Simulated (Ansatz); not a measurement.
## Geometry relaxation of Cd16Te16H (charge −1) (part 2 of 3)

The same run, continued: Cd16Te16H (defect cell, 33 atoms in the cell, total charge −1); DFT PBE, scalar-relativistic, plane waves, PAW, no spin polarisation (Ansatz 0.2.0); cutoff 420 eV, 2×2×2 k-mesh, Gaussian smearing of 0.01 eV. The structure derives from a Materials Project entry. It belongs to a series of runs on one base structure; here: H interstitial, charge -1, atoms relaxed at the host's cell.

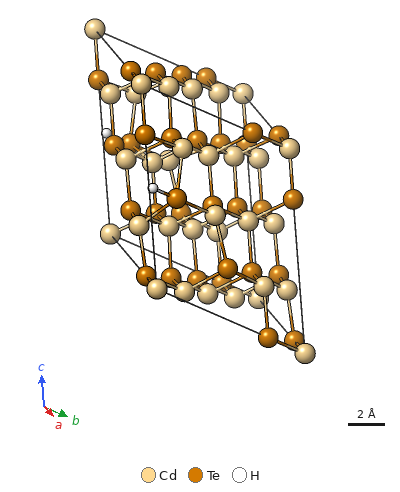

**Figure 1.** The geometry at step 6 of the log (ball-and-stick view of the cell of the calculation, seen slightly off an axis).

Output, continued
```
--- Forces (eV/Å), atoms counted from 1 ---
  atom   1  Cd    -0.00113907     0.00408064    -0.00334797
  atom   2  Cd     0.00401433    -0.00314561     0.00540424
  atom   3  Cd    -0.00583010     0.00096048     0.00676259
  atom   4  Cd    -0.00057506     0.00513320     0.00680705
  atom   5  Cd    -0.00608389     0.00574405    -0.00023614
  atom   6  Cd    -0.00509615    -0.00483258    -0.00266979
  atom   7  Cd    -0.00119624     0.00133717     0.00317163
  atom   8  Cd    -0.00172856     0.00252924     0.00291752
  atom   9  Cd    -0.00449541     0.00136987     0.00128832
  atom  10  Cd    -0.00126452     0.00116457     0.00094814
  atom  11  Cd    -0.00122380     0.00334123     0.00093965
  atom  12  Cd    -0.00351537     0.00062761     0.00257443
  atom  13  Cd     0.00314109    -0.00137127     0.00319868
  atom  14  Cd     0.00345639     0.00528215    -0.00464321
  atom  15  Cd    -0.00313249    -0.00147869    -0.00180693
  atom  16  Cd    -0.00272438     0.00442990     0.00175243
  atom  17  Te     0.01976955    -0.01881410     0.01184453
  atom  18  Te    -0.00300649    -0.00061187    -0.00385108
  atom  19  Te     0.00009650    -0.00423270     0.00098434
  atom  20  Te    -0.01054930     0.01025556     0.01036500
  atom  21  Te     0.00468131     0.00302445    -0.00207803
  atom  22  Te    -0.00744968    -0.01993426    -0.01603091
  atom  23  Te    -0.00285794     0.00208289    -0.00089705
  atom  24  Te    -0.00456633    -0.00527987     0.00286328
  atom  25  Te     0.00118350     0.00404294    -0.00172738
  atom  26  Te     0.00339611     0.00365643     0.00125415
  atom  27  Te    -0.00094125     0.00277937    -0.00535357
  atom  28  Te     0.00443478    -0.00416628     0.00094590
  atom  29  Te     0.01859088     0.00813933    -0.02071530
  atom  30  Te    -0.00304498    -0.00140746    -0.00282827
  atom  31  Te     0.00574106     0.00148275     0.00495261
  atom  32  Te    -0.00226168    -0.00281739     0.00163420
  atom  33  H      0.00415928    -0.00334863    -0.00440385
  max |Σ_I F_I| component: 2.31e-5 eV/Å
--- Charged-cell corrections in eV (Makov–Payne, q = -1.000 e, ε = 12.602) ---
  F (periodic)     = -243771.509534  (uncorrected; the corrections below are reported, never added to it)
  E_corr1          = +0.157053  (monopole, q²α_M/2εL)
  F Makov-Payne    = -243771.352481  (F + E_corr1; no measured alignment; for a localised charge, not one spread in a band: unchecked)
  no potential alignment in this run, which stands beside a crystal: run the host's input off ansatz write-host-input, and read the two finished runs by ansatz place-levels (neither reads a slab, a wire or a sheet, whose cell leaves a vacuum)
--- Band table (eV) ---
  k-point 0: bands = ["-95.4206", "-95.4205", "-95.4204", "-95.4034", "-95.4034", "-95.4033", "-95.3989", "-95.3989", "-95.3988", "-95.3987", ... 137 levels left out ..., "-4.0421", "-3.9393", "-3.8882", "-3.8876", "-3.8874", "-3.8655", "-3.8652", "-3.8364", "-3.8358", "-3.8318", "-3.7458", "-3.6910", "-3.6906", "-1.4863", "-1.4862", "-1.4803", "-1.4691", "-1.4691", "-1.4572", "-1.4571", "-1.4561", "-1.4334", "-1.4334", "-1.4288", "-1.4274", "-1.4273", "-1.4272", "-1.4192", "-1.4191",
      "-1.4169", "-1.4136", "-1.4135", "-1.4130", "-1.4079", "-1.4079", "-1.4038", "-1.3961", "-1.3877", "-1.3876", "-1.3784", "-1.3782", "-1.3647", "-1.3575", "-1.3361", "-1.3361", "-1.3307", "-1.3301", "-1.3301", "-1.3200", "-1.3200", "-1.3198", "-1.3128", "-1.3099", "-1.3099", "-1.3066", "-1.2999", "-1.2998", "-1.2958", "-1.2903", "-1.2903", "-1.2884", "-1.2861", "-1.2860", "-1.2796", "-1.2795", "-1.2794", "-1.2786", "-1.2758", "-1.2756",
      "-1.2714", "-1.2336", "-1.2331", "-1.2329", "-1.2188", "-1.2162", "-1.2160", "-1.0811", "-1.0211", "-1.0209", "-0.9513", "-0.9481", "-0.9480", "-0.9313", "-0.9312", "-0.9221", "-0.9092", "-0.9091", "-0.8836", "-0.3940", "-0.3494", "-0.3493", "-0.3361", "-0.3361", "2.4370", "2.6856", "2.6857", "2.7789", "2.7792", "2.7940", "2.8167", "2.8175", "2.8239", "2.8243", "2.8364", "3.0032", "3.5300", "3.9996", "4.0000", "4.0214",
      "4.3113", "4.6121", "4.6123", "4.7070", "4.7136", "4.7207", "4.7210", "4.7515", "4.7517", "4.7885", "4.8502", "4.8505", "5.2690", "5.2692", "5.3117", "5.3350", "5.3547", "5.3677", "5.3679", "5.3882", "5.4373", "5.4375", "5.5477", "5.5481", "6.0413", "6.1772", "6.1773", "6.2058", "6.2257", "6.2259", "6.3067", "6.3070", "7.6281", "8.4802", "8.4807", "8.5013", "8.7030", "9.3911", "9.3916", "9.4441",
      "9.4812", "9.4814", "9.5175", "9.5206", "9.5213", "9.6106", "9.6485", "9.6488", "10.4822", "10.7429", "10.7434", "10.8347", "10.9479", "10.9482", "10.9707", "11.0416", "11.0606", "11.0616", "11.1956", "11.2379", "11.2385", "11.5825", "11.5827", "11.7274", "11.7275", "11.7280", "11.7777", "11.8124", "11.8127", "11.9646", "11.9648", "11.9690", "12.0786", "12.5282", "12.5284", "12.6364", "12.6370", "12.6849", "12.6855", "12.6907",
      "12.6913", "12.7793", "12.7797", "12.8847", "13.1375", "13.1378", "13.1613", "13.2047", "13.2050", "13.2564", "13.2984"]
  k-point 1: bands = ["-95.4206", "-95.4205", "-95.4204", "-95.4034", "-95.4034", "-95.4033", "-95.3989", "-95.3989", "-95.3988", "-95.3987", ... 137 levels left out ..., "-3.9895", "-3.9641", "-3.9382", "-3.9022", "-3.8959", "-3.8922", "-3.8577", "-3.8513", "-3.8193", "-3.8083", "-3.7522", "-3.6862", "-3.6824", "-1.4878", "-1.4850", "-1.4708", "-1.4665", "-1.4586", "-1.4562", "-1.4483", "-1.4459", "-1.4437", "-1.4420", "-1.4403", "-1.4397", "-1.4394", "-1.4356", "-1.4318", "-1.4273",
      "-1.4208", "-1.4184", "-1.4164", "-1.4097", "-1.4080", "-1.4073", "-1.3981", "-1.3932", "-1.3877", "-1.3848", "-1.3823", "-1.3710", "-1.3692", "-1.3610", "-1.3516", "-1.3479", "-1.3348", "-1.3324", "-1.3274", "-1.3189", "-1.3160", "-1.3152", "-1.3067", "-1.3029", "-1.3017", "-1.3006", "-1.2991", "-1.2945", "-1.2916", "-1.2881", "-1.2873", "-1.2871", "-1.2856", "-1.2832", "-1.2823", "-1.2789", "-1.2776", "-1.2729", "-1.2476", "-1.2391",
      "-1.2338", "-1.2263", "-1.2258", "-1.2209", "-1.2164", "-1.2001", "-1.1905", "-1.1811", "-1.0867", "-1.0441", "-1.0438", "-1.0155", "-0.9880", "-0.9106", "-0.9087", "-0.8859", "-0.8748", "-0.8438", "-0.8340", "-0.3934", "-0.3492", "-0.3489", "-0.3349", "-0.3331", "2.4214", "2.6096", "2.6334", "2.7138", "2.7279", "2.7696", "2.7878", "2.7934", "2.8106", "2.9481", "2.9806", "3.3640", "3.6129", "3.6816", "3.6857", "4.0453",
      "4.3101", "4.3861", "4.3936", "4.5575", "4.7167", "4.7460", "4.7998", "4.9142", "5.0858", "5.1221", "5.1924", "5.2074", "5.2419", "5.2560", "5.2710", "5.2733", "5.3008", "5.3207", "5.3362", "5.4080", "5.4167", "5.4740", "5.7695", "5.8237", "5.8564", "5.8956", "5.9091", "5.9445", "5.9715", "5.9817", "6.2462", "6.2944", "7.7301", "8.4681", "8.9575", "8.9811", "9.0276", "9.1263", "9.3952", "9.4860",
      "9.5107", "9.5230", "9.5250", "9.6756", "9.7838", "9.8752", "9.9511", "9.9891", "10.0746", "10.1248", "10.1745", "10.4052", "10.4969", "10.5770", "10.6386", "10.7392", "10.9446", "11.3339", "11.3791", "11.5019", "11.5070", "11.5714", "11.5755", "11.6419", "11.7289", "11.7504", "11.8265", "11.8527", "11.9376", "11.9737", "12.0255", "12.0461", "12.0513", "12.0798", "12.1083", "12.1465", "12.2095", "12.2213", "12.6019", "12.7659",
      "12.7686", "12.7922", "12.8828", "13.1290", "13.2274", "13.2324", "13.3165", "13.7174", "13.7487", "13.8770", "13.9354"]
  k-point 2: bands = ["-95.4206", "-95.4205", "-95.4204", "-95.4034", "-95.4034", "-95.4033", "-95.3989", "-95.3989", "-95.3988", "-95.3987", ... 137 levels left out ..., "-3.9896", "-3.9639", "-3.9382", "-3.9021", "-3.8960", "-3.8920", "-3.8578", "-3.8513", "-3.8195", "-3.8082", "-3.7521", "-3.6864", "-3.6822", "-1.4878", "-1.4851", "-1.4708", "-1.4665", "-1.4586", "-1.4562", "-1.4482", "-1.4459", "-1.4436", "-1.4420", "-1.4402", "-1.4396", "-1.4393", "-1.4357", "-1.4317", "-1.4273",
      "-1.4209", "-1.4183", "-1.4163", "-1.4097", "-1.4081", "-1.4072", "-1.3981", "-1.3932", "-1.3877", "-1.3847", "-1.3823", "-1.3709", "-1.3693", "-1.3611", "-1.3516", "-1.3479", "-1.3348", "-1.3324", "-1.3274", "-1.3188", "-1.3160", "-1.3152", "-1.3067", "-1.3029", "-1.3017", "-1.3006", "-1.2991", "-1.2945", "-1.2916", "-1.2882", "-1.2873", "-1.2872", "-1.2856", "-1.2832", "-1.2824", "-1.2789", "-1.2776", "-1.2729", "-1.2476", "-1.2392",
      "-1.2338", "-1.2263", "-1.2258", "-1.2208", "-1.2165", "-1.2001", "-1.1904", "-1.1811", "-1.0868", "-1.0442", "-1.0438", "-1.0155", "-0.9880", "-0.9105", "-0.9087", "-0.8859", "-0.8748", "-0.8438", "-0.8341", "-0.3934", "-0.3492", "-0.3489", "-0.3349", "-0.3331", "2.4214", "2.6095", "2.6334", "2.7139", "2.7279", "2.7696", "2.7877", "2.7936", "2.8106", "2.9482", "2.9804", "3.3638", "3.6128", "3.6813", "3.6860", "4.0456",
      "4.3099", "4.3862", "4.3938", "4.5573", "4.7166", "4.7460", "4.7999", "4.9142", "5.0858", "5.1222", "5.1925", "5.2072", "5.2418", "5.2559", "5.2709", "5.2733", "5.3011", "5.3208", "5.3364", "5.4081", "5.4164", "5.4740", "5.7693", "5.8237", "5.8564", "5.8955", "5.9089", "5.9446", "5.9714", "5.9818", "6.2460", "6.2945", "7.7304", "8.4681", "8.9573", "8.9809", "9.0281", "9.1263", "9.3951", "9.4863",
      "9.5107", "9.5228", "9.5248", "9.6756", "9.7831", "9.8748", "9.9515", "9.9890", "10.0746", "10.1249", "10.1749", "10.4054", "10.4965", "10.5768", "10.6389", "10.7391", "10.9448", "11.3336", "11.3796", "11.5019", "11.5071", "11.5715", "11.5757", "11.6415", "11.7288", "11.7501", "11.8270", "11.8527", "11.9376", "11.9740", "12.0256", "12.0459", "12.0513", "12.0796", "12.1081", "12.1464", "12.2096", "12.2213", "12.6018", "12.7662",
      "12.7686", "12.7919", "12.8830", "13.1287", "13.2276", "13.2321", "13.3165", "13.7171", "13.7492", "13.8773", "13.9354"]
  k-point 3: bands = ["-95.4206", "-95.4205", "-95.4204", "-95.4034", "-95.4034", "-95.4033", "-95.3989", "-95.3989", "-95.3988", "-95.3987", ... 137 levels left out ..., "-3.9895", "-3.9640", "-3.9381", "-3.9022", "-3.8961", "-3.8920", "-3.8578", "-3.8513", "-3.8196", "-3.8082", "-3.7521", "-3.6865", "-3.6822", "-1.4878", "-1.4851", "-1.4708", "-1.4665", "-1.4586", "-1.4562", "-1.4483", "-1.4459", "-1.4436", "-1.4420", "-1.4402", "-1.4396", "-1.4393", "-1.4357", "-1.4317", "-1.4273",
      "-1.4209", "-1.4184", "-1.4164", "-1.4097", "-1.4081", "-1.4072", "-1.3981", "-1.3932", "-1.3877", "-1.3847", "-1.3823", "-1.3709", "-1.3693", "-1.3611", "-1.3516", "-1.3479", "-1.3347", "-1.3324", "-1.3274", "-1.3188", "-1.3160", "-1.3152", "-1.3067", "-1.3029", "-1.3017", "-1.3006", "-1.2991", "-1.2945", "-1.2916", "-1.2882", "-1.2873", "-1.2872", "-1.2856", "-1.2832", "-1.2824", "-1.2789", "-1.2776", "-1.2729", "-1.2476", "-1.2393",
      "-1.2337", "-1.2262", "-1.2258", "-1.2208", "-1.2165", "-1.2001", "-1.1904", "-1.1811", "-1.0868", "-1.0442", "-1.0437", "-1.0155", "-0.9880", "-0.9105", "-0.9088", "-0.8860", "-0.8748", "-0.8438", "-0.8340", "-0.3934", "-0.3492", "-0.3488", "-0.3349", "-0.3331", "2.4214", "2.6096", "2.6332", "2.7138", "2.7281", "2.7698", "2.7876", "2.7937", "2.8107", "2.9483", "2.9803", "3.3635", "3.6129", "3.6812", "3.6861", "4.0456",
      "4.3099", "4.3863", "4.3938", "4.5574", "4.7165", "4.7461", "4.7999", "4.9143", "5.0859", "5.1221", "5.1925", "5.2072", "5.2418", "5.2559", "5.2708", "5.2733", "5.3010", "5.3209", "5.3365", "5.4081", "5.4163", "5.4740", "5.7694", "5.8238", "5.8564", "5.8955", "5.9089", "5.9447", "5.9713", "5.9819", "6.2460", "6.2946", "7.7305", "8.4680", "8.9572", "8.9808", "9.0283", "9.1263", "9.3953", "9.4865",
      "9.5105", "9.5226", "9.5251", "9.6755", "9.7829", "9.8748", "9.9515", "9.9893", "10.0744", "10.1250", "10.1749", "10.4056", "10.4966", "10.5764", "10.6390", "10.7392", "10.9448", "11.3337", "11.3798", "11.5018", "11.5072", "11.5715", "11.5758", "11.6418", "11.7287", "11.7498", "11.8267", "11.8528", "11.9375", "11.9739", "12.0257", "12.0459", "12.0513", "12.0796", "12.1080", "12.1464", "12.2096", "12.2214", "12.6017", "12.7664",
      "12.7685", "12.7919", "12.8827", "13.1290", "13.2277", "13.2322", "13.3165", "13.7169", "13.7493", "13.8775", "13.9355"]
--- Relaxed structure (6 steps of the walk, 6 accepted, 0 SCFs on fresh bases) ---
  F+E_penalty+E_count = -243771.50953403 eV   max|allowed force component| = 2.072e-2 eV/Å
  atoms:
    - { symbol: Cd, position: [0.25372050537260915, 0.0010825344921358837, 0.7524724086124492] }
    - { symbol: Cd, position: [0.5017924388857543, 0.0011351571336523075, 0.5004616286384713] }
    - { symbol: Cd, position: [0.735961691196437, -0.012453058875140643, 0.23468689056401487] }
    - { symbol: Cd, position: [0.0015973365563009545, 0.2531932622976414, 0.7661255057030676] }
    - { symbol: Cd, position: [0.26735424901482774, 0.2533239238117984, 0.5004839902233115] }
    - { symbol: Cd, position: [0.0015408967031381852, 0.0010875328656461617, 0.0007379707306276012] }
    - { symbol: Cd, position: [0.7498982673235379, 0.5070952238232084, 0.7439300431586713] }
    - { symbol: Cd, position: [0.5063034195714444, 0.26354439238740185, 0.25680055797081475] }
    - { symbol: Cd, position: [0.7581148545036696, 0.2636667306808632, 0.005199614768934463] }
    - { symbol: Cd, position: [0.0014972596575113309, 0.44671633124565285, 0.500467239960088] }
    - { symbol: Cd, position: [0.496795602563711, 0.7588108489096107, 0.7520937079798683] }
    - { symbol: Cd, position: [0.24507337648038086, 0.5071191092023594, 0.24864224714115424] }
    - { symbol: Cd, position: [0.7494178565824445, 0.7491113096312038, 0.5004971106680879] }
    - { symbol: Cd, position: [0.5013499390975548, 0.500862350722466, 0.00019841336754446802] }
    - { symbol: Cd, position: [0.001542019096033742, 0.7489859076440315, 0.2482735509543189] }
    - { symbol: Cd, position: [0.2533595727482694, 0.7589567641081153, -0.004229994107421808] }
    - { symbol: Te, position: [0.2532633181024604, -0.0009443695486112264, 0.5003922473594804] }
    - { symbol: Te, position: [0.5002054262479678, 0.007259872324117983, 0.2510165158324046] }
    - { symbol: Te, position: [0.752048179466553, 0.007193202901041751, -0.0011925106859987933] }
    - { symbol: Te, position: [0.0016224130337697817, 0.18632412989463307, 0.5004439364544049] }
    - { symbol: Te, position: [0.25107579499401483, 0.25672254751901236, 0.24843498343883036] }
    - { symbol: Te, position: [0.0015797301943967224, -0.0009530324153715353, 0.7522563388619534] }
    - { symbol: Te, position: [0.7602605472998853, 0.5056012540529785, 0.5003654377569675] }
    - { symbol: Te, position: [0.5025074377896758, 0.2532544880015585, 0.0012755705928670646] }
    - { symbol: Te, position: [0.7495955150883812, 0.25666052994349375, 0.7499176552928186] }
    - { symbol: Te, position: [0.0016264959059095474, 0.5056482250266305, 0.2592928625736793] }
    - { symbol: Te, position: [0.5005797982812752, 0.7523944979306139, 0.5004172097832018] }
    - { symbol: Te, position: [0.2536021277740052, 0.5087819028825282, 0.00191665179160741] }
    - { symbol: Te, position: [0.7498323663007895, 0.7473360153369876, 0.24868506354018619] }
    - { symbol: Te, position: [0.5031857539069319, 0.5087489582859894, 0.7525044430332946] }
    - { symbol: Te, position: [0.0015347175101467214, 0.7523344173482187, -0.0005142395468598071] }
    - { symbol: Te, position: [0.24279771845503978, 0.746813117021805, 0.7416693626962748] }
    - { symbol: H, position: [0.0017422953951733988, 0.025981562913728773, 0.5004797529908858] }
```
